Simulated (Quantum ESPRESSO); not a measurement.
# Energy of Fe along an even scaling of the cell

System: Fe (P6₃/mmc, 2 atoms in the cell).
Method: Kohn-Sham DFT of a periodic cell, r2SCAN, SG15 PBE 1.2, spin-polarised (Quantum ESPRESSO 7.5).

The 7 runs differ only in the geometry, by an even scaling of the cell at fixed fractional positions. The structure derives from a Materials Project entry.

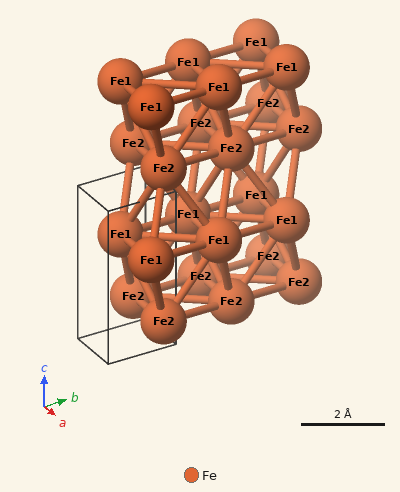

Figure 1. The structure of run 4 (ball-and-stick view of the cell of the calculation, repeated 2 × 3 × 2, seen slightly off an axis; atoms are numbered from 1 in the order of the input). An atom can appear more than once, as a periodic image.

**Input of run 4**
```
&CONTROL
  calculation = 'scf'
  prefix = 'pwscf'
  outdir = './tmp'
  pseudo_dir = './pseudo'
  disk_io = 'nowf'
/
&SYSTEM
  ibrav = 0
  nat = 2
  ntyp = 1
  ecutwfc = 70
  nbnd = 27
  input_dft = 'r2scan'
  occupations = 'smearing'
  smearing = 'fd'
  degauss = 0.00367493
  nspin = 2
  starting_magnetization(1) = 0.1875
  nosym = .true.
  nr1 = 36
  nr2 = 36
  nr3 = 48
/
&ELECTRONS
  conv_thr = 1d-08
  electron_maxstep = 120
  mixing_beta = 0.3
/
ATOMIC_SPECIES
Fe    55.8450 Fe_ONCV_PBE-1.2.upf
CELL_PARAMETERS angstrom
   2.4341575853    0.0000000000    0.0000000000
  -1.2170787927    2.1080423057    0.0000000000
   0.0000000000    0.0000000000    3.8419344700
ATOMIC_POSITIONS crystal
Fe     0.6666666667    0.3333333333    0.7500000000
Fe     0.3333333333    0.6666666667    0.2500000000
K_POINTS automatic
6 6 4 0 0 0
```

Command:
```bash
OMP_NUM_THREADS=1 mpirun -n 2 pw.x -nk 2 -in pw.in > pw.out
```

Lattice vectors (Å) and fractional positions of run 4:
```
   2.434158    0.000000    0.000000
  -1.217079    2.108042    0.000000
   0.000000    0.000000    3.841934
Fe  0.666667  0.333333  0.750000
Fe  0.333333  0.666667  0.250000
```

Run 5 differs from it as follows:
```diff
-   2.4341575853    0.0000000000    0.0000000000
-  -1.2170787927    2.1080423057    0.0000000000
-   0.0000000000    0.0000000000    3.8419344700
+   2.4502783040    0.0000000000    0.0000000000
+  -1.2251391521    2.1220032576    0.0000000000
+   0.0000000000    0.0000000000    3.8673784861
```

**Results, with one run withheld**

```tsv
run	volume per atom (Å³)	free energy per atom, from the lowest run given (meV)
1	9.266	446.73
2	9.463	347.58
3	9.660	259.05
4	9.857	180.34
5	10.054	?
6	10.251	50.81
7	10.448	0.00
```

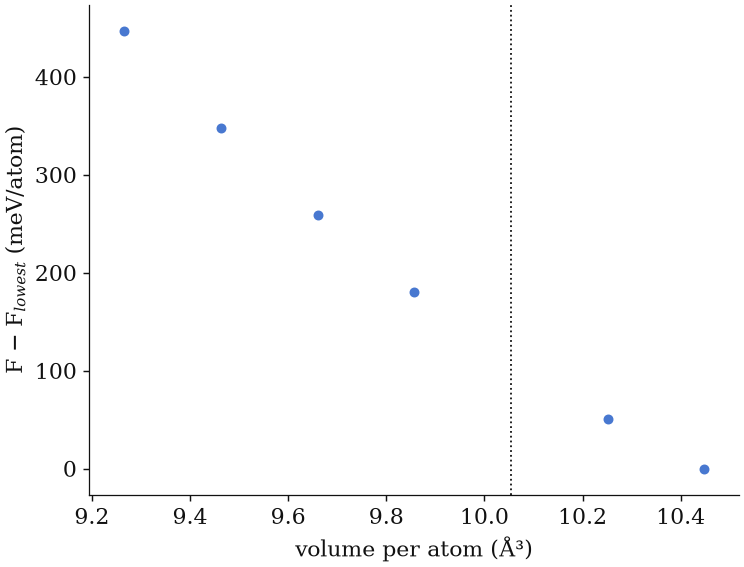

Figure 2. Free energy per atom of the runs given; the dotted line marks run 5.

Estimate the energy of run 5 from the others.

A cubic polynomial in V^(−2/3) (the Birch–Murnaghan form), fitted to the 6 runs given, misses them by at most 0.16 meV per atom. With x = V^(−2/3) − 0.21822 Å⁻², it reads F = 198.2 + 26112 x + 4.1698e+05 x² − 3.5581e+06 x³ (meV per atom). At run 5 it gives 110.95 meV per atom, and the run itself gives 110.79. The fit has no minimum inside this range.

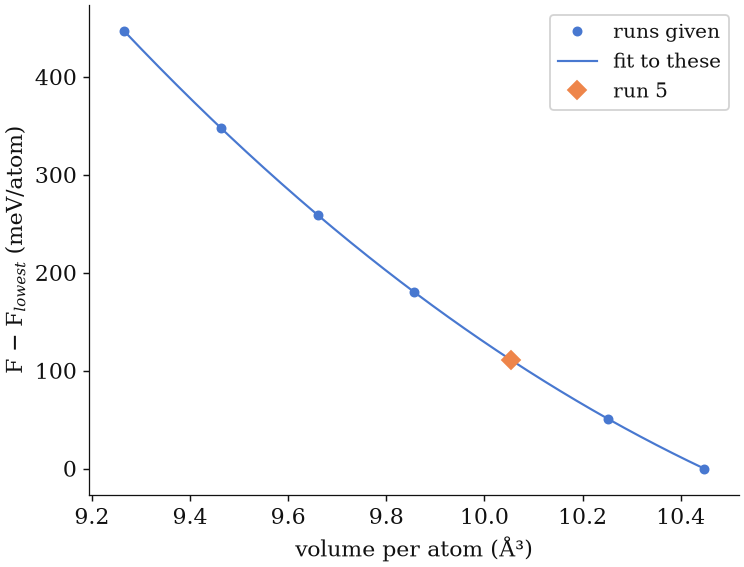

Figure 3. The fit and the withheld run.

**Some lines of the output (run 5)**
```
[...]
     total energy              =    -473.36341246 Ry
     total energy              =    -473.37116924 Ry
     total energy              =    -473.37204138 Ry
     total energy              =    -473.37310455 Ry
     total energy              =    -473.37314342 Ry
     total energy              =    -473.37315886 Ry
     total energy              =    -473.37316240 Ry
     total energy              =    -473.37316304 Ry
     total energy              =    -473.37316310 Ry
     total energy              =    -473.37316331 Ry
     total energy              =    -473.37316333 Ry
     the Fermi energy is    22.5860 ev
!    total energy              =    -473.37316333 Ry
     The total energy is F=E-TS. E is the sum of the following terms:
```

Notes: Further notes kept with the run: potentials made for another functional. Points of doubt noted for this run: coarse mesh; potentials made for another functional. The k-point mesh is coarse for a cell of this size, so the results may not be converged.
